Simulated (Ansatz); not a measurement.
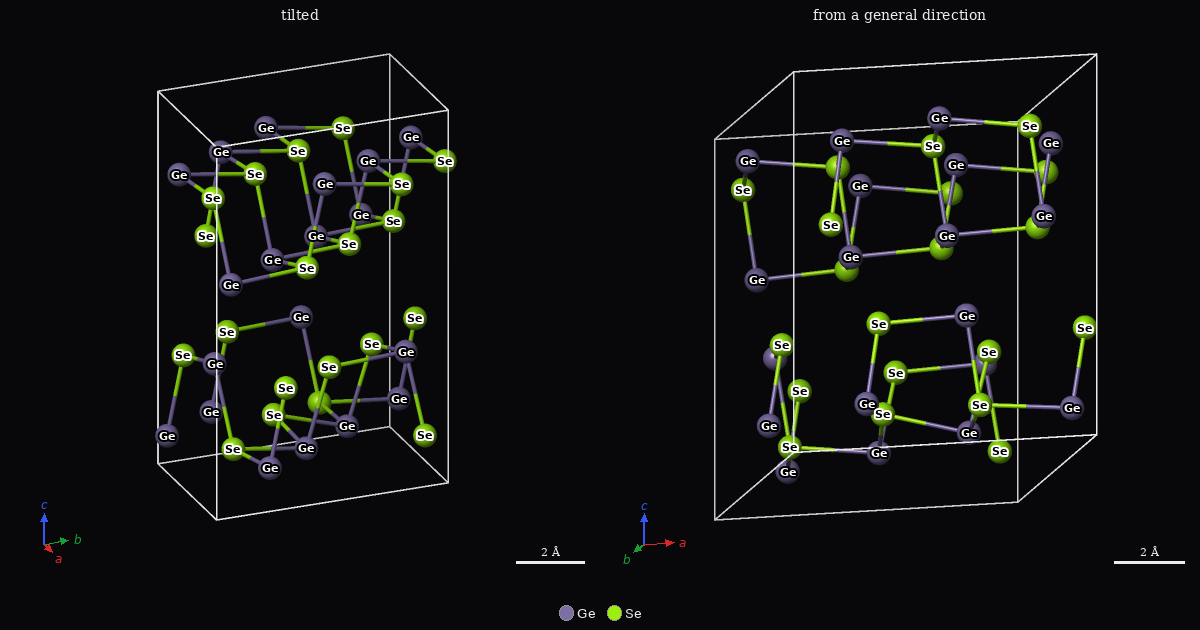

Ball-and-stick drawing of the structure, looking slightly off an axis and from a general direction. The wireframe shows the supercell. The host is GeSe, in a cell of 32 sites, and the cell is neutral.

What defect is present?

A germanium vacancy. Around the empty site lie three Se at about 2.3 to 2.6 Å.

Theory: Ansatz 0.2.0, DFT PBE, scalar-relativistic, plane waves, PAW. Numerical settings: a plane-wave cutoff of 420 eV, k-grid 2×2×2, Gaussian smearing of 0.01 eV, collinear spins.

Does the defective cell carry a moment?

No net moment.

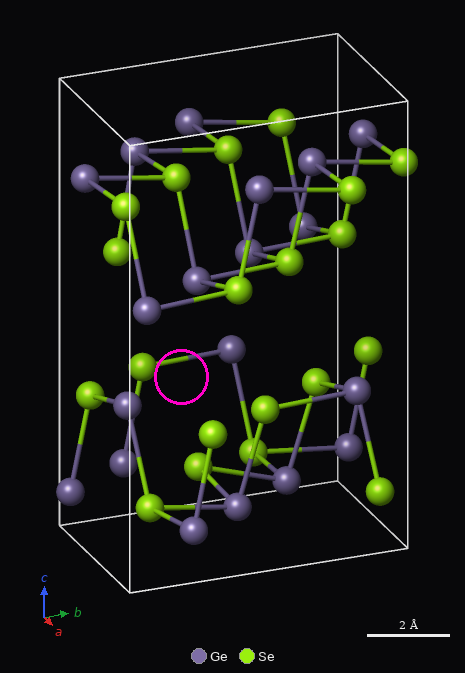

The same cell with a ring at the defect's site.

The atoms were relaxed in the host's cell with Ansatz, DFT PBE, scalar-relativistic, plane waves, PAW.
